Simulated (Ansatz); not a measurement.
Ti

Input file:

```
crystal:
  lattice:
    - [2.9357969437, 0.0, 0.0]
    - [-1.4678984718, 2.5424747336, 0.0]
    - [0.0, 0.0, 4.6361929033]
  atoms:
    - { symbol: Ti, position: [0.4774907004, 0.6869502717, 0.2080213848] }
    - { symbol: Ti, position: [0.5225092996, 0.3130497283, 0.7919786152] }
basis:
  ecutwfc: 500
kpoints:
  mp_grid: { grid: [12, 12, 8] }
hamiltonian:
  xc: r2scan
scf:
  occupations: { method: gaussian, width: 0.15 }
output:
  forces: true
  stress: true
  eigenvalues: true
  write_density: true
  write_potential: true
  elf: true
  volumetric_format: npy
relax:
  adjacent_minimum: "off"
  f_tol: 0.01
  max_steps: 80
  cell: { stress_tol: 0.1 }
```

Command:

```sh
ansatz run input.yaml --threads 1 --pin off --max-ram 2560MiB --backend cpu --events-out ev --progress --plain --runs-dir out
```

Below, planes, directions and counts refer to the conventional cell (a = 2.94 Å, b = 2.94 Å, c = 4.64 Å, α = 90.00°, β = 90.00°, γ = 120.01°).

The fields are those of the run's last geometry, not of the input's.

Space group P6₃/mmc; changed on purpose from its base cell (all atoms moved at random, sigma 0.4 A a component; relaxed back); computed without spin polarisation.

Theory: Ansatz, DFT r2SCAN, scalar-relativistic, plane waves, PAW.

Core electrons are frozen (PAW), and the valence fields are smoothed inside the atomic spheres.

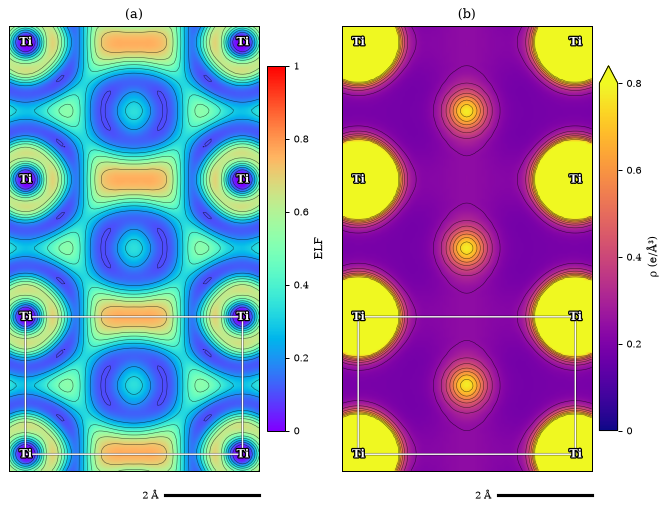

Figure 1. (a) ELF; (b) valence pseudo-density on the (11̄0) plane of the conventional cell.

> Interpret the plot.

The plane passes through Ti nuclei.
Atoms just off the plane (Ti, 0.8 Å away) can leave unmarked features too.
Ti–Ti (2.94 Å): the density is about 0.19 e/Å³ at the midpoint; the ELF is about 0.30 at the midpoint (no localised pair shows between them).
Between the atoms the lowest density in this plane is 0.18 e/Å³.
The ELF has a maximum of about 0.75 in the space between the atoms, on no atom or two-centre bond.
The features right at Ti lie inside the PAW spheres, where the map follows smoothed inner orbitals and isn't to be read closely.

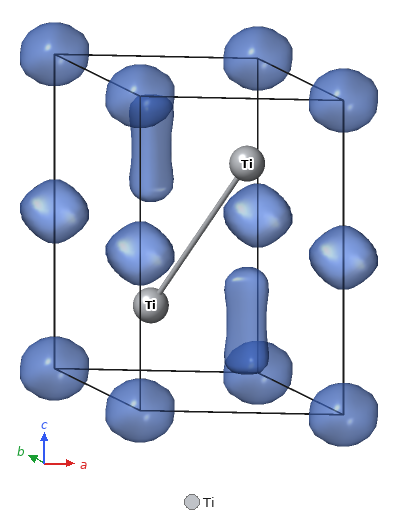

Figure 2. Isosurface of the electron localisation function at 0.65 (blue), seen slightly off an axis. Only the valence region is drawn (cores and ρ < 0.01 e/Å³ removed). Sticks mark near contacts.

> Describe the localisation domains.

At this value the surface marks out four pockets between the atoms, centred on no nucleus (multi-centre or interstitial), counted in one cell of 2 atoms. Any copies at cell faces, edges or corners count once. There are no localised bonds or lone pairs at this value. Along the contacts the grid gives the following. Ti–Ti (2.87 Å): the ELF is about 0.20 at the midpoint (no localised pair shows between them).

> Does the calculation make it a metal, or give it a gap?

It is gapless in this calculation (a metal or semimetal).
